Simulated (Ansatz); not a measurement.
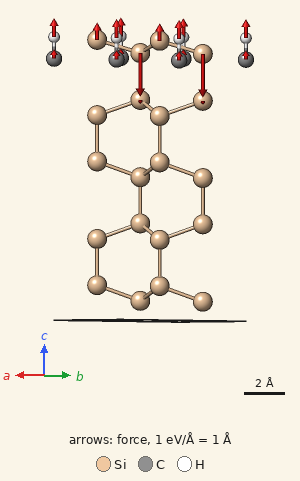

Starting geometry of a slab of composition Si$_{10}$HC (cut from the P6_3/mmc phase) with the computed forces as red arrows. A ball-and-stick model of the 1 × 2 repeat of the cell, outlined in the plane, without the vacuum, seen from a free direction.

Case: CH put at a hollow Si-Si site. The slab is the (0 0 1) face of Si with CH on it. 5 atoms are held fixed.

Method: Ansatz, DFT PBEsol, scalar-relativistic, plane waves, PAW.

The input:
```yaml
crystal:
  lattice:
    - [3.8248883545, 0.0, 0.0]
    - [-1.9124441773, 3.3124504817, 0.0]
    - [0.0, 0.0, 33.545432599]
  atoms:
    - { symbol: Si, position: [0.3333333333, 0.6666666667, 0.2533876996] }
    - { symbol: Si, position: [0.6666666667, 0.3333333333, 0.2771414802] }
    - { symbol: Si, position: [0.6666666667, 0.3333333333, 0.3476524086] }
    - { symbol: Si, position: [0.3333333333, 0.6666666667, 0.371406189] }
    - { symbol: Si, position: [0.3333333333, 0.6666666667, 0.4419171174] }
    - { symbol: Si, position: [0.6666666667, 0.3333333333, 0.4657891345] }
    - { symbol: Si, position: [0.6666666667, 0.3333333333, 0.5364842437] }
    - { symbol: Si, position: [0.3333333333, 0.6666666667, 0.5597071144] }
    - { symbol: Si, position: [0.3333333333, 0.6666666667, 0.6312800744] }
    - { symbol: Si, position: [0.6666666667, 0.3333333333, 0.651191461] }
    - { symbol: C, position: [0.0, 0.0, 0.6225735561], spin: 1.0 }
    - { symbol: H, position: [0.0, 0.0, 0.6553649055] }
basis:
  ecutwfc: 420
kpoints:
  mp_grid: { grid: [9, 9, 1] }
hamiltonian:
  xc: pbesol
scf:
  occupations: { method: gaussian, width: 0.05 }
output:
  forces: true
  eigenvalues: true
  populations: true
  write_density: true
  write_potential: true
  elf: true
  volumetric_format: npy
magnetization:
  spin_polarized: true
relax:
  adjacent_minimum: "off"
  f_tol: 0.03
  max_steps: 70
  constraints: [{ sites: [0, 1, 2, 3, 4] }]
efield:
  axis: 3
  dipole_correction: true
  ramp_width: 0.04
```

Command:
```bash
ansatz run input.yaml --threads 1 --pin off --max-ram 2560MiB --backend cpu --events-out ev --progress --plain --runs-dir out
```

**What follows when this structure is relaxed?**

It isn't relaxed: the largest force vector, on Si9, is 2.24 eV/Å. The final displacements follow the starting forces only in part (cosine between the two patterns 0.56). The largest move is that of H12, 0.62 Å along the normal (+c). By element the largest moves are H 0.62 Å, C 0.60 Å, Si 0.47 Å. The lattice vectors keep their values. Some distances before and after: Si9–Si10 2.307 → 2.516 Å, Si8–Si9 2.401 → 2.334 Å, C11–H12 1.100 → 1.130 Å. Among the angles between lasting bonds that change: Si10–Si9–Si10 112.0° → 98.9°, Si8–Si9–Si10 106.8° → 118.6°. After 6 geometry steps the energy has fallen by 1.040 eV per cell of the calculation. Largest force component: 2.2 eV/Å at the start, 0.0019 eV/Å at the end.

Limits of the set-up: the periodic images lie only 3.8 Å apart, so the values are limited by the cell's size.
